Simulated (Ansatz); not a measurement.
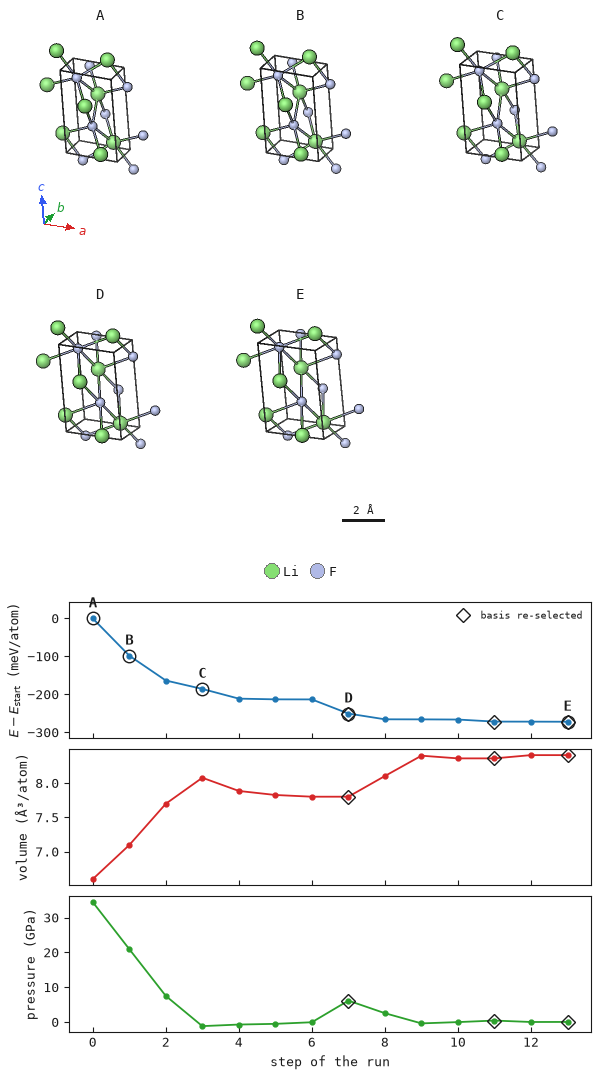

Frames of a relaxation of a crystal of LiF (a generated structure, set up in Cc) (coarse preliminary run), marked on the history of the run. The picture is a ball-and-stick view of the cell of the calculation, seen slightly off an axis.

Level of theory: Ansatz 0.2.0, DFT PBE, scalar-relativistic, plane waves, PAW.

Input
```yaml
crystal:
  lattice:
    - [2.02408775, -1.50627073, 0.0]
    - [2.02408775, 1.50627073, 0.0]
    - [-1.50710531, 0.0, 4.33021529]
  atoms:
    - { symbol: Li, position: [0.49010935, 0.82238511, 0.64646667] }
    - { symbol: Li, position: [0.82238511, 0.49010935, 0.14646667] }
    - { symbol: F, position: [0.17761489, 0.50989065, 0.85353333] }
    - { symbol: F, position: [0.50989065, 0.17761489, 0.35353333] }
basis:
  ecutwfc: 420
kpoints:
  mp_grid: { grid: [8, 8, 4] }
hamiltonian:
  xc: pbe
scf:
  occupations: { method: gaussian, width: 0.1 }
  lower_state_search: "off"
output:
  forces: true
  stress: true
  eigenvalues: true
relax:
  adjacent_minimum: "off"
  f_tol: 0.04
  max_steps: 70
  cell: { stress_tol: 0.4 }
```

Run as
```bash
ansatz run input.yaml --threads 1 --pin off --max-ram 2560MiB --backend cpu --events-out ev --progress --plain --runs-dir out
```

> What happens along the run?

The energy falls by 272 meV per atom in 10 accepted moves (13 points after the start). Largest force component: 0.43 eV/Å at the start, 0.0012 eV/Å at the end. Pressure: 34.46 GPa at the start and 0.05 GPa at the end. The SCF was repeated 3 times at an unchanged geometry on a basis and grid sized afresh for the cell, which shifted the energy by 37.2 meV per atom at most. The largest moves relative to the cell, 0.29 Å, are those of Li1, Li2, F3 and F4. F3 goes roughly along [−1 3 1]. Largest moves by element: F 0.29 Å, Li 0.29 Å. The volume changes by +27.4 %, with a = b 2.523 → 2.871 Å (+13.8 %), c 4.585 → 4.978 Å (+8.6 %), α 105.3° → 106.6°, β 105.3° → 106.6°, γ 73.3° → 60.3°. Near-neighbour distances that change, for instance: Li1–F4 2.517 → 2.038 Å, Li1–Li2 2.502 → 2.876 Å, Li1–Li1 2.523 → 2.871 Å, Li1–F3 1.809 → 2.036 Å. New bonds form: Li1–F4 (2.52 → 2.04 Å), Li2–F3 (2.52 → 2.04 Å). Bond angles that change, for instance: Li1–F3–Li2 114.5° → 90.2°, F3–Li1–F4 114.5° → 90.2°, Li1–F3–Li2 156.7° → 179.9°. The space group (tolerance 0.01 Å) goes from Cc (No. 9) to Immm (No. 71). From step 0 to 1: volume +7.5 %, energy −98.0 meV per atom. From step 1 to 3: F atoms move most (0.09 Å), volume +13.8 %, energy −87.5 meV per atom. From step 3 to 7: Li atoms move most (0.21 Å), volume −3.4 %, energy −64.8 meV per atom. From step 7 to 13: volume +7.8 %, energy −21.5 meV per atom.
